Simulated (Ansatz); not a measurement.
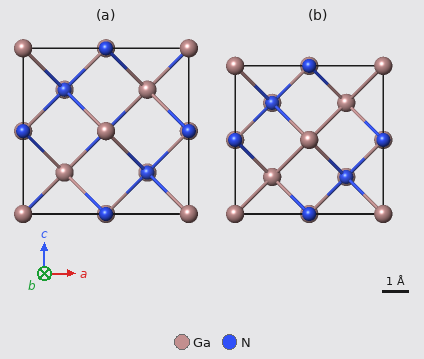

The structure of a crystal of GaN (a generated structure, set up in Fd-3m) (coarse preliminary run) before (left) and after (right) a relaxation, at one scale.

A ball-and-stick model of the conventional cell (4 times the calculation's cell), seen along the b axis. Lengths and directions refer to the drawn axes.

These are results of DFT PBE, scalar-relativistic, plane waves, PAW (Ansatz 0.2.0), not measurements.

Input file:
```yaml
crystal:
  lattice:
    - [0.0, 3.21957978, 3.21957978]
    - [3.21957978, 0.0, 3.21957978]
    - [3.21957978, 3.21957978, 0.0]
  atoms:
    - { symbol: Ga, position: [0.0, 0.0, 0.0] }
    - { symbol: Ga, position: [0.25, 0.25, 0.25] }
    - { symbol: "N", position: [0.75, 0.75, 0.75], spin: 1.0 }
    - { symbol: "N", position: [0.5, 0.5, 0.5], spin: 1.0 }
basis:
  ecutwfc: 420
kpoints:
  mp_grid: { grid: [6, 6, 6] }
hamiltonian:
  xc: pbe
scf:
  occupations: { method: gaussian, width: 0.1 }
  lower_state_search: "off"
output:
  forces: true
  stress: true
  eigenvalues: true
  populations: true
magnetization:
  spin_polarized: true
relax:
  adjacent_minimum: "off"
  f_tol: 0.04
  max_steps: 70
  cell: { stress_tol: 0.4 }
```

Run as
```bash
ansatz run input.yaml --threads 1 --pin off --max-ram 2560MiB --backend cpu --events-out ev --progress --plain --runs-dir out
```

Q: Describe what moved and what it gained.

A: The atoms keep their places relative to the cell (all moves are under 0.005 Å). The volume changes by −28.5 %, with a = b = c 6.439 → 5.757 Å (−10.6 %). Some distances before and after: Ga1–Ga2 2.788 → 2.493 Å, Ga1–N3 2.788 → 2.493 Å. The space group stays Fd-3m (No. 227). The energy falls by 285 meV per atom in 5 accepted moves (7 points after the start). All forces vanish by symmetry, so only the cell relaxes. The pressure goes from −8.45 to 0.00 GPa. The SCF was repeated twice at an unchanged geometry on a basis and grid sized afresh for the cell, which shifted the energy by 3.1 meV per atom at most.
